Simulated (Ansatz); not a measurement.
# Geometry relaxation, with input and output: W (part 2 of 2)

The same run, continued: W (slab, 6 atoms in the cell); DFT PBE, scalar-relativistic, plane waves, PAW, no spin polarisation (Ansatz 0.2.0); cutoff 420 eV, 12×12×1 k-mesh, Gaussian smearing of 0.1 eV. The structure derives from an entry of the Crystallography Open Database. It belongs to a series of runs on one base structure; here: (1 0 0) slab, atoms relaxed.

Geometry of the input (Å; fractional positions):
```
2.8546  0.0000  0.0000
0.0000  2.8546  0.0000
0.0000  0.0000  25.0925
W  0.5000  0.5000  0.2989
W  0.0000  0.0000  0.3793
W  0.5000  0.5000  0.4598
W  0.0000  0.0000  0.5402
W  0.5000  0.5000  0.6207
W  0.0000  0.0000  0.7011
```

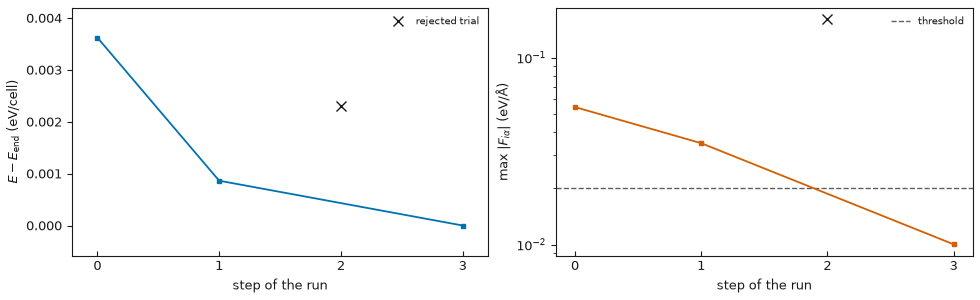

Fig. 1: Progress of the relaxation, step by step (the first geometry is step 0 here and step 1 in the log).

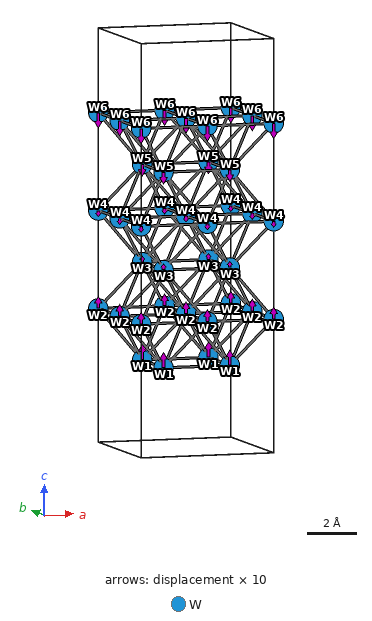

Fig. 2: The starting structure with the displacements as pink arrows, magnified 10 times (ball-and-stick view of the 2 × 2 repeat of the cell, with the vacuum cut short, seen slightly off an axis). Over 3 geometry steps the energy falls by 3.6 meV per cell of the calculation. The largest force component goes from 0.054 to 0.01 eV/Å. The line search rejected the trial step at point 2 (counted from 0) and went back. The largest moves, 0.066 Å, are those of W1 and W6. The lattice vectors keep their values. Among the contacts that change: W3–W4 2.855 → 2.816 Å, W1–W2 2.855 → 2.845 Å. (Atoms are counted from 1 in the order of the input.)

```
WARN: The output density's exchange-correlation potential varies sharply where the density is thin. Do not read a vacuum level from v_tot or v_xc, or from such a field of the output density. On a cell that repeats whose density bears no net charge and no dipole along the vacuum's axis use v_es (v_loc + v_h of the components); under efield.dipole_correction with no amplitude use v_es + v_field, which holds any external_charges[].barrier, or the levels of the report's work_function block, which leave it out; under a non-zero efield.amplitude the vacuum is tilted and has no level; on a cell that repeats and bears such a dipole with no correction it is tilted too, and efield.dipole_correction with no amplitude gives each side of its ramp a level where efield: is served; in a cell that repeats whose density bears a net charge (total_charge, or a fill off its count) it is curved and has none; of a slab under crystal.periodic whose density bears no net charge use v_es, which has a level on each side, short of where the two are joined; of another it falls or rises all the way out and has none; of a slab beside external_charges read slab_vacuum_level instead, which it has where they leave it neutral. The grid or the basis barely resolves most such structure, and the values can differ between equally converged runs; as a rule a tighter scf.convergence.dr2_threshold does not remove it. Where the density itself ripples (under the LDA too) a higher basis.ecutwfc lessens it. The files hold the spikes' plane waves up to the density's cutoff. Files: v_tot_of_output_density and the like, and their columns of v_z.tsv (output.write_potential); v_xc_of_output_density and the like, and their columns of v_comp_z.tsv (output.write_potential_components). Measured: with its Gaussian average of σ = 0.25 Å subtracted twice, the exchange-correlation potential is over 0.1 eV at 268 of the grid points where the equally averaged density (valence and model cores) is under 1e-3 e/Å³, and 0.323 eV at the most among them, at an averaged density of 5.8e-8 e/Å³. The input density's (outcome.potential() and, of a run that writes arrays, v_tot and v_xc) is over 0.1 eV, so measured, at 53 points of its own thin density, 0.144 eV at the most. See output.write_potential in the manual, Limitations
SCF converged after 8 iterations
Free energy (F): -62302.672072 eV
Harris-Foulkes:  -62302.672072 eV  (|F-HF|=7.21e-9)
Internal energy: -62302.619968 eV  (E = F + TS)
E sigma→0 (E₀):  -62302.646020 eV
Entropy (-TS):   -0.052104 eV (-8.684 meV/atom)
Fermi energy:    8.021315 eV
Dipole field:    D = 0.000000 V/Å  (p = 0.000000 e·Å, saw-weighted, corrected)
Work function:   Φ+ = 4.6035 eV   Φ− = 4.6036 eV
Levels:          The Fermi level and band energies are counted from a zero that moves with the ramp; work functions are not
--- Per-component energies (eV) ---
  E_band       = -1667.545096
  E_kinetic    = 2686.890363
  E_local      = -95002.847270  (includes V_loc(G=0)·N_el)
  E_nonlocal   = 8.266856
  E_hartree    = 46405.887984
  E_xc         = -1593.430131
  E_vxc        = -1421.951386  (∫ρ·V_xc dr)
  E_paw        = -51375.020794  (= ΣΔE_a)
  E_vpaw       = -749.647313  (= ΣTr[D̂ρ^β])
  E_aug_tail   = -0.000359  (compensation charges beyond the density's cutoff)
  E_efield     = 0.000000  (sawtooth field / dipole correction)
  E_vefield    = 0.000000  (∫n·V_field dr)
  E_ewald      = 36567.633383
  E_smearing   = -0.052104  (= −TS)
  E_closure    = -0.000000  (closes the sum)
  Σ components = -62302.672072   (vs F -62302.672072, Δ=0.00e0)
--- Forces (eV/Å), atoms counted from 1 ---
  atom   1  W     -0.00000000     0.00000000    -0.00365863
  atom   2  W      0.00000000     0.00000000     0.01003385
  atom   3  W      0.00000000     0.00000000     0.00331296
  atom   4  W      0.00000000     0.00000000    -0.00331323
  atom   5  W     -0.00000000     0.00000000    -0.01003332
  atom   6  W     -0.00000000     0.00000000     0.00365851
  max |Σ_I F_I| component: 1.32e-7 eV/Å
--- Band table (eV; the first three rows and the last of 28) ---
  k-point 0: bands = ["-65.8420", "-65.8420", "-65.5996", "-65.5965", "-65.4360", "-65.3550", "-30.4051", "-30.3724", "-30.0927", "-29.8656", "-29.7719", "-29.7719", "-29.7673", "-29.7673", "-29.5946", "-29.5870", "-29.5870", "-29.5276", "-29.5276", "-29.3909", "-29.3909", "-29.2661", "-29.2106", "-29.2106", "-0.7220", "0.1742", "1.4579", "2.5493", "2.6163", "2.8342", "3.5320", "3.9887", "4.6978", "5.6044", "6.4578", "7.1428", "7.2796", "7.3568", "7.5497", "7.5497", "8.1056", "8.1056", "8.5273", "8.9792", "9.0591", "9.0591", "9.4908", "10.2932", "10.3417", "10.3417", "10.5643"]
  k-point 1: bands = ["-65.8394", "-65.8394", "-65.5970", "-65.5941", "-65.4329", "-65.3544", "-30.3909", "-30.3653", "-30.1032", "-29.9128", "-29.8006", "-29.7836", "-29.7646", "-29.7606", "-29.6475", "-29.6175", "-29.5806", "-29.5252", "-29.5213", "-29.4401", "-29.3897", "-29.2536", "-29.2431", "-29.2131", "-0.5245", "0.3514", "1.6145", "2.7074", "2.7815", "3.0042", "3.6778", "4.1197", "4.8040", "5.6731", "6.4864", "7.0161", "7.1812", "7.4018", "7.4999", "7.6154", "8.0466", "8.1006", "8.3885", "8.6557", "8.9298", "8.9357", "9.6942", "9.9074", "9.9977", "10.4142", "10.4507"]
  k-point 2: bands = ["-65.8320", "-65.8320", "-65.5897", "-65.5876", "-65.4240", "-65.3531", "-30.3546", "-30.3491", "-30.1428", "-30.0287", "-29.8953", "-29.8410", "-29.7445", "-29.7418", "-29.7308", "-29.7079", "-29.5664", "-29.5629", "-29.5185", "-29.5160", "-29.3863", "-29.3085", "-29.2535", "-29.2213", "0.0359", "0.8352", "2.0018", "3.0548", "3.1861", "3.3912", "4.1224", "4.5477", "5.1825", "5.8956", "6.4890", "6.7416", "6.8640", "7.4478", "7.4917", "7.7908", "7.7950", "8.0332", "8.0517", "8.5873", "8.5931", "8.8016", "8.8598", "9.3577", "10.1364", "10.1784", "10.3080"]
  k-point 27: bands = ["-65.7676", "-65.7676", "-65.5252", "-65.5252", "-65.3322", "-65.3322", "-30.3838", "-30.3838", "-30.3608", "-30.3608", "-30.1697", "-30.1697", "-30.0626", "-30.0626", "-30.0392", "-30.0392", "-29.8724", "-29.8724", "-29.7727", "-29.7727", "-29.6402", "-29.6402", "-29.5831", "-29.5831", "2.6936", "2.6936", "3.4295", "3.4295", "3.6592", "3.6592", "4.2765", "4.2765", "4.3434", "4.3434", "5.4859", "5.4859", "7.0099", "7.0099", "8.8146", "8.8146", "9.4855", "9.4855", "10.8334", "10.8334", "11.0528", "11.0528", "11.8951", "11.8951", "12.4361", "12.4361", "13.6024"]
--- Relaxed structure (4 steps of the walk, 3 accepted, 0 SCFs on fresh bases) ---
  F+E_penalty+E_count = -62302.67207232 eV   max|allowed force component| = 1.003e-2 eV/Å
  atoms:
    - { symbol: W, position: [0.5, 0.5, 0.301543273510049] }
    - { symbol: W, position: [1.0893226375807223e-35, 0.0, 0.3814288501833085] }
    - { symbol: W, position: [0.5, 0.5, 0.4608738940058462] }
    - { symbol: W, position: [-1.44071703680031e-35, 0.0, 0.5391261037662146] }
    - { symbol: W, position: [0.5, 0.5, 0.6185711494256267] }
    - { symbol: W, position: [-5.973704786732992e-36, 0.0, 0.6984567291089547] }
```

Trajectory as extended XYZ (Å, eV, eV/Å), 4 frames, from step=1 to step=4:
```
6
Lattice="2.8546 0.0000 0.0000 0.0000 2.8546 0.0000 0.0000 0.0000 25.0925" Properties=species:S:1:pos:R:3:forces:R:3 step=1 energy=-62302.66845
W     1.4273    1.4273    7.5000    0.0000   0.0000   0.0184
W     0.0000    0.0000    9.5185    0.0000   0.0000   0.0135
W     1.4273    1.4273   11.5370    0.0000   0.0000   0.0544
W     0.0000    0.0000   13.5555    0.0000   0.0000  -0.0544
W     1.4273    1.4273   15.5740    0.0000   0.0000  -0.0135
W     0.0000    0.0000   17.5925    0.0000   0.0000  -0.0184
6
Lattice="2.8546 0.0000 0.0000 0.0000 2.8546 0.0000 0.0000 0.0000 25.0925" Properties=species:S:1:pos:R:3:forces:R:3 step=2 energy=-62302.67121
W     1.4273    1.4273    7.5383    0.0000   0.0000   0.0077
W     0.0000    0.0000    9.5497    0.0000   0.0000   0.0349
W     1.4273    1.4273   11.5560    0.0000   0.0000  -0.0318
W     0.0000    0.0000   13.5365    0.0000   0.0000   0.0317
W     1.4273    1.4273   15.5428    0.0000   0.0000  -0.0349
W     0.0000    0.0000   17.5542    0.0000   0.0000  -0.0077
6
Lattice="2.8546 0.0000 0.0000 0.0000 2.8546 0.0000 0.0000 0.0000 25.0925" Properties=species:S:1:pos:R:3:forces:R:3 step=3 energy=-62302.66976 accepted=F
W     1.4273    1.4273    7.5959    0.0000   0.0000   0.0192
W     0.0000    0.0000    9.5993    0.0000   0.0000  -0.1395
W     1.4273    1.4273   11.5695    0.0000   0.0000   0.1615
W     0.0000    0.0000   13.5230    0.0000   0.0000  -0.1615
W     1.4273    1.4273   15.4932    0.0000   0.0000   0.1395
W     0.0000    0.0000   17.4966    0.0000   0.0000  -0.0192
6
Lattice="2.8546 0.0000 0.0000 0.0000 2.8546 0.0000 0.0000 0.0000 25.0925" Properties=species:S:1:pos:R:3:forces:R:3 step=4 energy=-62302.67207
W     1.4273    1.4273    7.5665    0.0000   0.0000  -0.0037
W     0.0000    0.0000    9.5710    0.0000   0.0000   0.0100
W     1.4273    1.4273   11.5645    0.0000   0.0000   0.0033
W     0.0000    0.0000   13.5280    0.0000   0.0000  -0.0033
W     1.4273    1.4273   15.5215    0.0000   0.0000  -0.0100
W     0.0000    0.0000   17.5260    0.0000   0.0000   0.0037
```

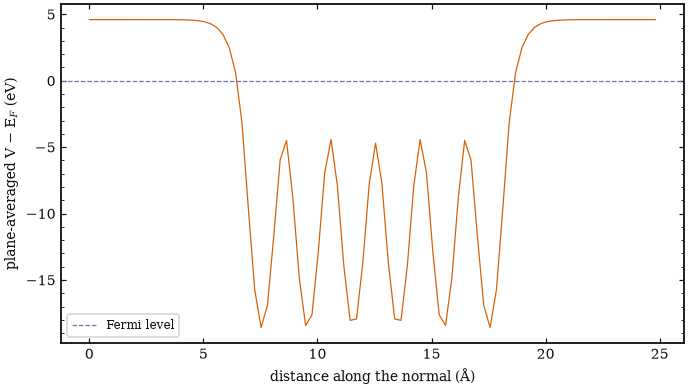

Fig. 3: Plane average of the electrostatic potential energy of an electron across the cell, from the Fermi level. The vacuum level lies 4.60 eV above the Fermi level.

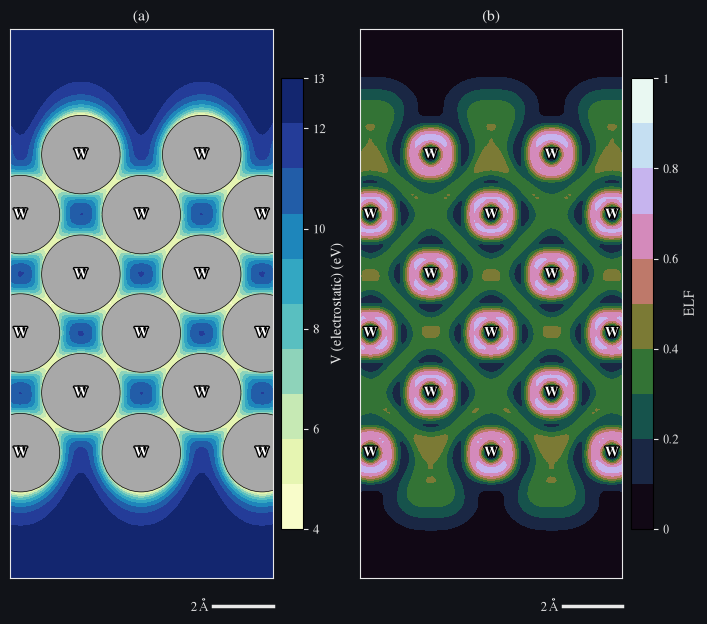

Fig. 4: (a) electrostatic potential energy of an electron; (b) electron localisation function on the (11̄0) plane of the calculation cell, a cut from vacuum to vacuum. Grey discs, where drawn, cover atomic cores. The section cuts through W sites. W–W (2.82 Å): the ELF is about 0.35 at the midpoint (nearly free electrons, as in a simple metal). The strong features right at W lie inside the PAW spheres (semicore, d or f shells) and say nothing about bonding. In a PAW calculation such maps are meaningful between the atoms, not at the nuclei.

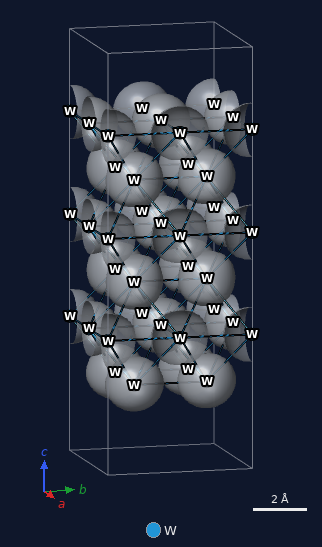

Fig. 5: Isosurface of the valence pseudo-density at 0.5 e/Å³ (grey), seen slightly off an axis. Sticks mark near contacts. At this value the density breaks into separate islands; it holds about 75 % of the electrons treated as valence (semicore included). It is pinched off along the W–W (2.82 Å) contacts. On the grid the lowest density along these lines, outside the cores, is 0.37 e/Å³ (W–W, 2.82 Å).

Summary:

| quantity | value |
| --- | --- |
| outcome | converged |
| electrons treated | 84 |
| free energy | −62302.6721 eV |
| work function, top face | 4.60 eV |
| work function, bottom face | 4.60 eV |
| Fermi energy | 8.021 eV |
| gap on the k-point mesh | none (metallic) |
| final volume | 204.47 Å³ |
| work function (upper face) | 4.60 eV |
| largest force (length of the vector) at the end | 0.010 eV/Å |
| wall time | 3.9 min |
| peak memory | 0.54 GiB |

The program warns: the exchange-correlation potential is rough where the density is thin. Spin–orbit coupling is left out, which matters for W.
